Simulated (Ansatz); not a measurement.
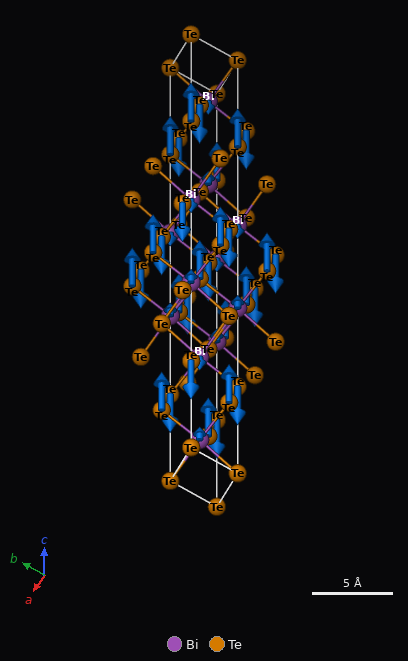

A relaxation of solid Bi$_{2}$Te$_{3}$ (a generated structure, set up in R-3m). The starting structure is drawn; blue arrows show the displacements, magnified 50 times.

The picture is a ball-and-stick view of the conventional cell (3 times the calculation's cell), seen from a free direction. Lengths and directions refer to the drawn axes.

Computed with Ansatz, DFT, PBE, plane-wave PAW, default files, scalar-relativistic. Set-up: plane-wave cutoff 420 eV; k-point mesh 12 × 12 × 12; occupations fermi dirac; smearing width 0.02 eV; no spin polarisation; atoms relaxed in a fixed cell; force threshold 0.02 eV/Å; at most 60 steps.

What did the optimiser do to the structure, and how much energy did it gain?

The energy falls by 2.6 meV per atom in 2 accepted moves (3 points after the start). Largest force component: 0.27 eV/Å at the start, 0.011 eV/Å at the end. 1 step only repeated the SCF at the same geometry. The largest moves, 0.057 Å, are those of Te atoms. By element the largest moves are Te 0.057 Å, Bi 0.019 Å. The cell doesn't change. Some distances before and after: Bi–Te 3.028 → 3.049 Å, Bi–Te 3.203 → 3.215 Å. The space group stays R-3m (No. 166).
